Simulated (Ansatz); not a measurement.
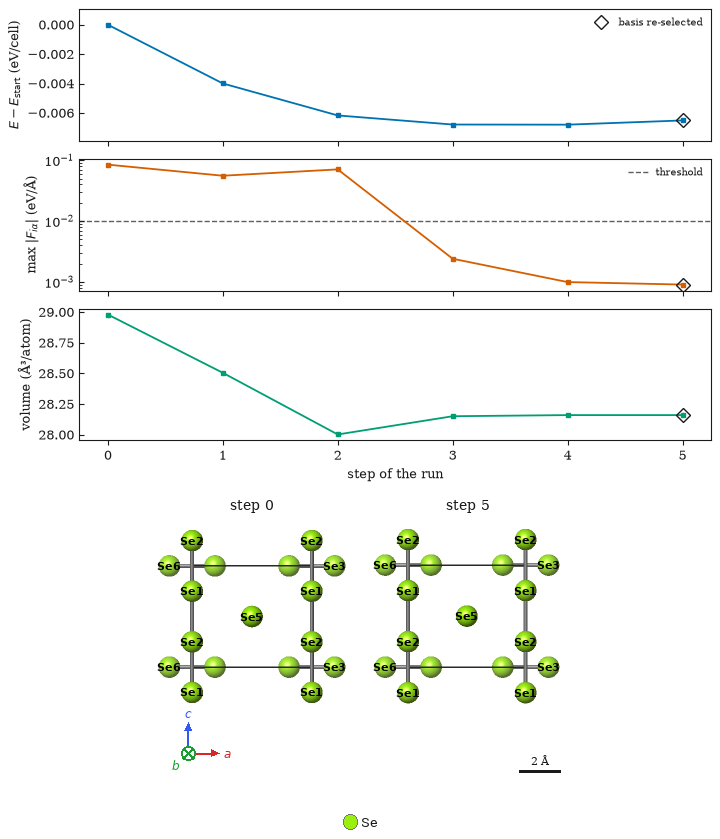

First and last geometry of a relaxation of solid Se (built on the random type), with the history of the run. A ball-and-stick model of the cell of the calculation, seen along the b axis.

Case: random cell with space group P4_2/mmc (No. 131).

These are results of DFT PBE, scalar-relativistic, plane waves, PAW in Ansatz, not measurements.

Input file:
```yaml
crystal:
  lattice:
    - [5.9016487716, 0.0, 0.0]
    - [0.0, 5.9016487716, 0.0]
    - [0.0, 0.0, 4.992302588]
  atoms:
    - { symbol: Se, position: [0.0, 0.0, 0.75] }
    - { symbol: Se, position: [0.0, 0.0, 0.25] }
    - { symbol: Se, position: [0.1903617556, 0.5, 0.0] }
    - { symbol: Se, position: [0.5, 0.1903617556, 0.5] }
    - { symbol: Se, position: [0.5, 0.8096382444, 0.5] }
    - { symbol: Se, position: [0.8096382444, 0.5, 0.0] }
basis:
  ecutwfc: 420
kpoints:
  mp_grid: { grid: [6, 6, 8] }
hamiltonian:
  xc: pbe
scf:
  occupations: { method: gaussian, width: 0.1 }
output:
  forces: true
  stress: true
  eigenvalues: true
relax:
  adjacent_minimum: "off"
  f_tol: 0.01
  max_steps: 80
  cell: { stress_tol: 0.05 }
```

Q: Did the run converge, and what did it change?

A: It converged. The largest moves relative to the cell, 0.026 Å, are those of Se3, Se4, Se5 and Se6. Se3 goes along +a. Cell: a = b 5.902 → 5.794 Å (−1.8 %), c 4.992 → 5.034 Å (+0.8 %). Volume −2.8 %. Near-neighbour distances that change, for instance: Se1–Se2 2.496 → 2.517 Å, Se3–Se6 2.247 → 2.257 Å. The space group stays P4_2/mmc (No. 131). After 4 accepted moves (5 points after the start) the energy has fallen by 6.5 meV per cell of the calculation. Largest force component: 0.085 eV/Å at the start, 0.00091 eV/Å at the end. The pressure goes from −0.04 to −0.01 GPa. The SCF was repeated once at an unchanged geometry on a basis and grid sized afresh for the cell, which shifted the energy by 0.3 meV per cell of the calculation at most. The run took about 2.9 core-minutes on a shared host.
